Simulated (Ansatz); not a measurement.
Ga$_{3}$AsP$_{2}$

Input

```
crystal:
  lattice:
    - [-1.9735283107, 1.9735283107, 8.3829158382]
    - [1.9735283107, -1.9735283107, 8.3829158382]
    - [1.9735283107, 1.9735283107, -8.3829158382]
  atoms:
    - { symbol: Ga, position: [0.0, 0.0, 0.0] }
    - { symbol: Ga, position: [0.6625269662, 0.6625269662, 0.0] }
    - { symbol: Ga, position: [0.3374730338, 0.3374730338, 0.0] }
    - { symbol: P, position: [0.5813004453, 0.0813004453, 0.5] }
    - { symbol: P, position: [0.9186995547, 0.4186995547, 0.5] }
    - { symbol: As, position: [0.25, 0.75, 0.5] }
basis:
  ecutwfc: 420
kpoints:
  mp_grid: { grid: [10, 10, 10] }
  band_path:
    path:
      - [[0.0, 0.0, 0.0], [0.0, 0.0, 0.5], [0.25, 0.25, 0.25], [0.0, 0.5, 0.0], [0.0, 0.0, 0.0], [0.5, 0.5, -0.5], [0.26385596, 0.73614404, -0.26385596]]
      - [[-0.26385596, 0.26385596, 0.26385596], [0.0, 0.0, 0.0]]
      - [[0.0, 0.0, 0.5], [-0.02771191, 0.02771191, 0.5]]
      - [[0.5, 0.5, -0.02771191], [0.5, 0.5, -0.5]]
    npoints: 14
hamiltonian:
  xc: pbe
scf:
  occupations: { method: gaussian, width: 0.02 }
  n_extra_bands: 15
output:
  forces: true
  stress: true
  eigenvalues: true
  populations: true
  dos: { projected: true, de: 0.02, nscf_kmesh: { grid: [15, 15, 15] } }
  bader: true
  write_density: true
  write_potential: true
  elf: true
  volumetric_format: npy
```

Run with:

```sh
ansatz run input.yaml --threads 1 --pin off --max-ram 2560MiB --backend cpu --events-out ev --progress --plain --runs-dir out
```

Below, planes, directions and counts refer to the conventional cell (a = 3.95 Å, b = 3.95 Å, c = 16.77 Å, α = 90.00°, β = 90.00°, γ = 90.00°).

Space group I-4m2; a structure generated by program, which may or may not match a known phase.

The calculation used Ansatz, DFT PBE, scalar-relativistic, plane waves, PAW.

In a PAW calculation such maps are meaningful between the atoms, not at the nuclei.

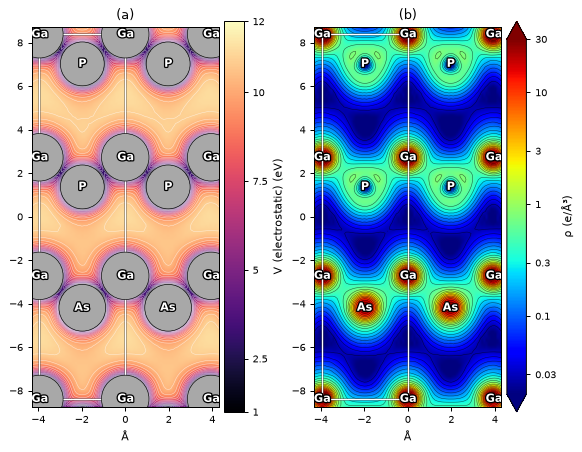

Figure 1. (a) electrostatic potential (local pseudopotential plus Hartree) felt by an electron; (b) valence pseudo-density on the (010) plane of the conventional cell. Grey discs cover the atomic cores in the potential map.

Describe what can be read from this map.

Answer. Atoms in the plane: Ga, P and As.
Ga–P (2.40 Å): ρ at the midpoint is about 0.52 e/Å³.
Ga–As (2.46 Å): ρ at the midpoint is about 0.49 e/Å³.
Between the atoms the lowest density in this plane is 0.01 e/Å³.
Outside the cores the potential energy rises away from the atoms and is highest about 2.4 Å from the nearest atoms; its zero is arbitrary.

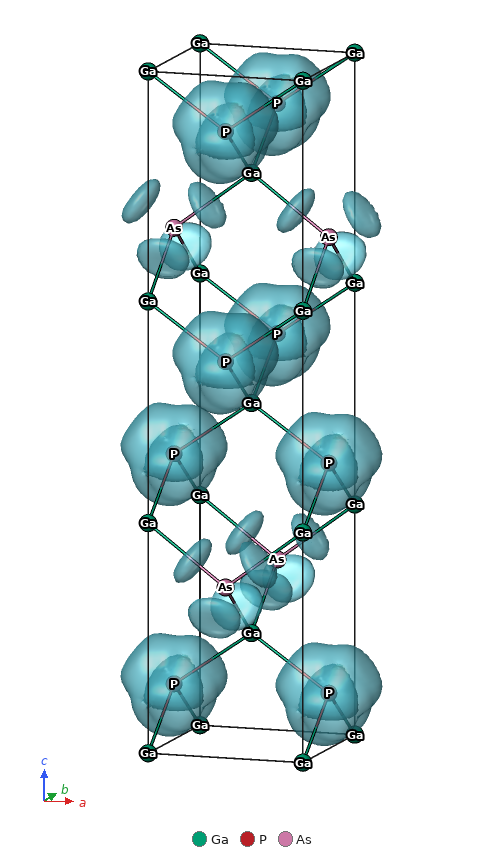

Figure 2. Isosurface of the electron localisation function at 0.7 (cyan), seen slightly off an axis. Only the valence region is drawn (cores and ρ < 0.01 e/Å³ removed). Sticks mark near contacts.

Identify the bonds, lone pairs and shells in this picture.

Answer. At this value the surface marks out eight regions between bonded As–Ga atoms (shared pairs) and four regions on P in which the atom's valence shell and bonds are merged, counted in one cell of 12 atoms. Any copies at cell faces, edges or corners count once. Along the contacts the grid gives the following. Ga–P (2.40 Å): the ELF peaks at about 0.90 in the valence shell of P, 0.9 Å from its nucleus, and is about 0.75 at the midpoint. Ga–As (2.46 Å): the ELF peaks at about 0.80 between the atoms, as expected for localised, covalent bonding.

Does the calculation give a band gap?

Answer. It is gapped, with a Kohn–Sham gap of 1.0 eV on the k-point mesh (the band edges may lie off the mesh, which would make the gap smaller).

How much charge does the calculation move between the atoms?

Answer. Electrons move from Ga towards P and As. Bader charges: Ga +0.76 to +0.83, P −0.83 and As −0.69 e.
